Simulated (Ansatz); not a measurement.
**Single-point calculation of CdSe**

The run: single-point calculation of CdSe (P6₃mc, 4 atoms in the cell). Method and program: DFT, PBE, plane waves, PAW, no spin polarisation (Ansatz 0.2.0).

The structure was built on a prototype by a generator. The geometry comes from this level: PBE. It belongs to a series of runs on one base structure; here: volume +6%. Figures and captions count atoms from 1; the log counts them from 0 in places.

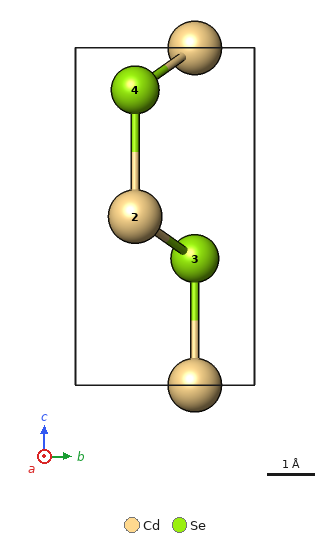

**Figure 1.** The input geometry (ball-and-stick view of the cell of the calculation, along the a axis; atoms are numbered from 1 in the order of the input). Near neighbours in the crystal (not all of them lie inside the picture): Cd has 4 Se at 2.74 Å; Se has 4 Cd at 2.74 Å.

Summary

```json
{"quantity": "outcome", "value": "converged"}
{"quantity": "space group (tolerance 0.01 Å)", "value": "P6₃mc (186)"}
{"quantity": "electrons treated", "value": "72"}
{"quantity": "free energy", "value": "−27449.5303 eV"}
{"quantity": "Fermi energy", "value": "5.930 eV"}
{"quantity": "gap on the k-point mesh", "value": "0.41 eV"}
{"quantity": "pressure", "value": "−2.29 GPa"}
{"quantity": "largest force (length of the vector)", "value": "0.008 eV/Å"}
{"quantity": "hardware", "value": "2 threads of Arm Neoverse V2, 24 GiB of memory available, shared host"}
{"quantity": "wall time", "value": "4 s (CPU time 7.8 s)"}
{"quantity": "peak memory", "value": "0.38 GiB"}
```

The input
```yaml
crystal:
  lattice:
    - [4.469988532, 0.0, 0.0]
    - [-2.234994266, 3.8711236233, 0.0]
    - [0.0, 0.0, 7.2959543476]
  atoms:
    - { symbol: Cd, position: [0.3333333333, 0.6666666667, -0.0002790363] }
    - { symbol: Cd, position: [0.6666666667, 0.3333333333, 0.4997209637] }
    - { symbol: Se, position: [0.3333333333, 0.6666666667, 0.3752790363] }
    - { symbol: Se, position: [0.6666666667, 0.3333333333, 0.8752790363] }
kpoints:
  mp_grid: { grid: [6, 6, 4] }
hamiltonian:
  xc: pbe
scf:
  occupations: { method: fixed }
  n_extra_bands: 5
output:
  forces: true
  stress: true
  eigenvalues: true
```

Launched with:
```bash
ansatz run input.yaml --threads 2 --pin off --max-ram 3686MiB --backend cpu --events-out ev --progress --plain --runs-dir out
```

Output
```
scf.n_extra_bands = 5 over 36 filled bands (N_el = 72.0): the run solves 41 bands
Engine: ansatz 0.2.0, aarch64-unknown-linux-gnu
Pseudopotentials: kind: paw
Pseudopotential: Cd, paw, valence charge 20, recommended cutoff 420 eV (normal), Cd.paw.azcp
Pseudopotential: Se, paw, valence charge 16, recommended cutoff 420 eV (normal), Se.paw.azcp
Functional definition: PBE
  parameter kappa = 0.804
  parameter beta = 0.06672455060314922
  exchange = pbe_x(kappa = kappa, mu = beta*pi^2/3)
  correlation = pbe_c(beta = beta)
Crystal: 4 atoms, lattice volume = 126.248 Å³
Basis set: ecut = 420 eV, 2539 PW (Γ), exchange–correlation on 60×60×100 points (8 copies of the dense FFT grid, shifted against one another)
Bands: 41, of which v1, the nominal top of the filled ones, is band 36 counted from 1 (35 counted from 0)
Symmetry: 12 space group operations
Space group: P63mc (ITA 186), of the structure as read, at distance tolerance 5.0e-5 Å
k-points: 21 of 144 (time reversal used)
Non-local potential: Cd, projectors of the file, l = 0: 3, l = 1: 2, l = 2: 2, l = 3: 1
Non-local potential: Se, projectors of the file, l = 0: 2, l = 1: 2, l = 2: 3, l = 3: 1
PAW form: soft (Blöchl's): semilocal exchange-correlation on the pseudo side does not see the compensation charge
PAW one-centre angular grid: Cd, 590 points (default); XC on 64 Gauss nodes
PAW one-centre angular grid: Se, 590 points (default); XC on 64 Gauss nodes
Initial density: superposition of atomic densities (neutral atoms: chi_scale 0, normalization atom), corrected by the library's trained network
Initial wavefunctions: pseudopotential atomic-orbital guess
Functional: x = pbe(κ = 0.804, μ = 0.2195149727645171), c = pbe(β = 0.06672455060314922)
SCF iter   1: F=—  HF=-27449.529552 eV  |F-HF|=—  |Δ(HF+E_count)|=         —  Δρ=1.13e-3  dr2=3.34e-3  ethr=1.77e-3  ⟨swp⟩=5.0  Hψ=2630  notcnv=0  defer=62
preconditioner: auto → Resta (q_TF=auto, 2.485 Å⁻¹)  ε∞=4.5  [insulator: Δε(μ)=0.391 eV  Ē_g=10.648 eV  n_scr=34 (ndim 8)  ℏωp=19.8 eV  f_vac=0.234  ε∞_Penn≈4.5]
SCF iter   2: F=—  HF=-27449.530184 eV  |F-HF|=—  |Δ(HF+E_count)|=   6.32e-4  Δρ=5.53e-4  dr2=7.69e-4  ethr=4.65e-6  ⟨swp⟩=2.0  Hψ=1449  notcnv=0  defer=63
SCF iter   3: F=—  HF=-27449.530226 eV  |F-HF|=—  |Δ(HF+E_count)|=   4.26e-5  Δρ=1.70e-4  dr2=4.88e-5  ethr=1.07e-6  ⟨swp⟩=2.0  Hψ=1434  notcnv=0  defer=63
SCF iter   4: F=—  HF=-27449.530286 eV  |F-HF|=—  |Δ(HF+E_count)|=   5.98e-5  Δρ=9.99e-5  dr2=1.67e-5  ethr=6.77e-8  ⟨swp⟩=2.0  Hψ=1422  notcnv=0  defer=50
SCF iter   5: F=—  HF=-27449.530318 eV  |F-HF|=—  |Δ(HF+E_count)|=   3.25e-5  Δρ=3.72e-5  dr2=2.06e-6  ethr=2.31e-8  ⟨swp⟩=2.0  Hψ=1212  notcnv=0  defer=63
SCF iter   6: F=—  HF=-27449.530320 eV  |F-HF|=—  |Δ(HF+E_count)|=   1.22e-6  Δρ=9.60e-6  dr2=1.38e-7  ethr=2.86e-9  ⟨swp⟩=2.0  Hψ=1218  notcnv=0  defer=63
SCF iter   7: F=-27449.530320 eV  HF=-27449.530320 eV  |F-HF|=1.10e-8  |Δ(HF+E_count)|=   3.55e-7  Δρ=2.50e-6  dr2=8.29e-9  ethr=1.39e-10  ⟨swp⟩=9.4  Hψ=3833  notcnv=0
SCF 1 converged in 7 iterations: F = -27449.530320 eV  dr2 = 8.29e-9
  greatest PAW one-centre occupation: 1.000 electrons in one spin orbital (limit 2), on the Cd atom at site 1 (counted from 0), in its partial waves of l = 0
SCF converged after 7 iterations
Free energy (F): -27449.530320 eV
Harris-Foulkes:  -27449.530320 eV  (|F-HF|=1.10e-8)
Internal energy: -27449.530320 eV  (E = F + TS)
E sigma→0 (E₀):  -27449.530320 eV
Fermi energy:    5.930348 eV
--- Per-component energies (eV) ---
  E_band       = -1874.565085
  E_kinetic    = 1243.253150
  E_local      = -13305.096639  (includes V_loc(G=0)·N_el)
  E_nonlocal   = -1123.868195
  E_hartree    = 6296.155460
  E_xc         = -559.690079
  E_vxc        = -636.563641  (∫ρ·V_xc dr)
  E_paw        = -11990.450198  (= ΣΔE_a)
  E_vpaw       = -644.608109  (= ΣTr[D̂ρ^β])
  E_aug_tail   = -0.001152  (compensation charges beyond the density's cutoff)
  E_ewald      = -8009.832667
  E_smearing   = -0.000000  (= −TS)
  E_closure    = -0.000000  (closes the sum)
  Σ components = -27449.530320   (vs F -27449.530320, Δ=0.00e0)
--- Forces (eV/Å), atoms counted from 1 ---
  atom   1  Cd     0.00000000     0.00000000    -0.00826848
  atom   2  Cd     0.00000000    -0.00000000    -0.00826848
  atom   3  Se    -0.00000000     0.00000000     0.00828465
  atom   4  Se    -0.00000000    -0.00000000     0.00828465
  max |Σ_I F_I| component: 3.23e-5 eV/Å
--- Stress (GPa, compression-positive) ---
       -2.290630       0.000000       0.000000
        0.000000      -2.290630      -0.000000
        0.000000      -0.000000      -2.284159
  P = ⅓ Tr σ = -2.2885 GPa (-22.885 kbar)
--- Band table (eV; the first three rows and the last of 21) ---
  k-point 0: bands = ["-95.5314", "-95.5314", "-56.5992", "-56.5991", "-56.5991", "-56.5991", "-56.5991", "-56.5991", "-40.5176", "-40.5176", "-40.5166", "-40.5166", "-40.5166", "-40.5166", "-40.5146", "-40.5146", "-40.5146", "-40.5146", "-6.0900", "-5.8055", "-1.6826", "-1.6768", "-1.6768", "-1.6283", "-1.6283", "-1.4432", "-1.4432", "-1.3997", "-1.3997", "-1.2017", "2.1698", "5.3158", "5.3158", "5.8917", "5.9303", "5.9303", "6.3430", "8.0045", "11.7701", "11.7701", "12.0282"]
  k-point 1: bands = ["-95.5314", "-95.5314", "-56.5991", "-56.5991", "-56.5991", "-56.5991", "-56.5991", "-56.5990", "-40.5176", "-40.5176", "-40.5166", "-40.5166", "-40.5166", "-40.5166", "-40.5146", "-40.5146", "-40.5146", "-40.5146", "-6.0480", "-5.8465", "-1.6712", "-1.6712", "-1.6452", "-1.6369", "-1.6369", "-1.4356", "-1.4356", "-1.4048", "-1.4048", "-1.3206", "2.5686", "4.7714", "5.3998", "5.3998", "5.8338", "5.8338", "7.3777", "8.0756", "11.6042", "11.8562", "11.8562"]
  k-point 2: bands = ["-95.5314", "-95.5314", "-56.5991", "-56.5991", "-56.5991", "-56.5991", "-56.5991", "-56.5991", "-40.5176", "-40.5176", "-40.5166", "-40.5166", "-40.5166", "-40.5166", "-40.5146", "-40.5146", "-40.5146", "-40.5146", "-5.9468", "-5.9468", "-1.6555", "-1.6555", "-1.6555", "-1.6555", "-1.5202", "-1.5202", "-1.4189", "-1.4189", "-1.4189", "-1.4189", "3.5417", "3.5417", "5.6106", "5.6106", "5.6106", "5.6106", "8.0662", "8.0662", "11.5905", "11.5905", "12.1398"]
  k-point 20: bands = ["-95.5314", "-95.5314", "-56.5992", "-56.5992", "-56.5992", "-56.5992", "-56.5991", "-56.5991", "-40.5176", "-40.5176", "-40.5167", "-40.5167", "-40.5166", "-40.5166", "-40.5146", "-40.5146", "-40.5146", "-40.5146", "-5.7380", "-5.7380", "-1.5717", "-1.5717", "-1.5655", "-1.5655", "-1.4371", "-1.4371", "-1.4340", "-1.4340", "-1.1134", "-1.1134", "2.3492", "2.3492", "3.9503", "3.9503", "5.0238", "5.0238", "9.4650", "9.4650", "11.7166", "11.7166", "11.8757"]
```

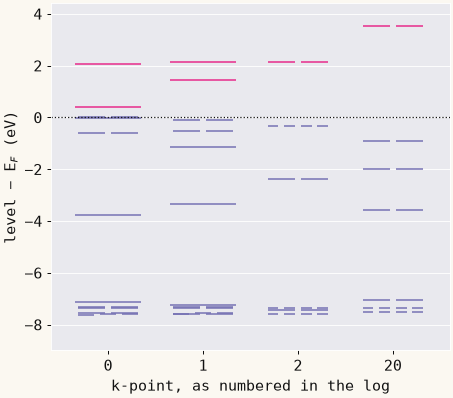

**Figure 2.** Kohn–Sham levels near the Fermi level (dotted) at the few k-points that the log prints; levels within 0.02 eV of each other stand side by side. Among these points the highest filled and lowest empty levels are 0.41 eV apart, which is the gap on the mesh.
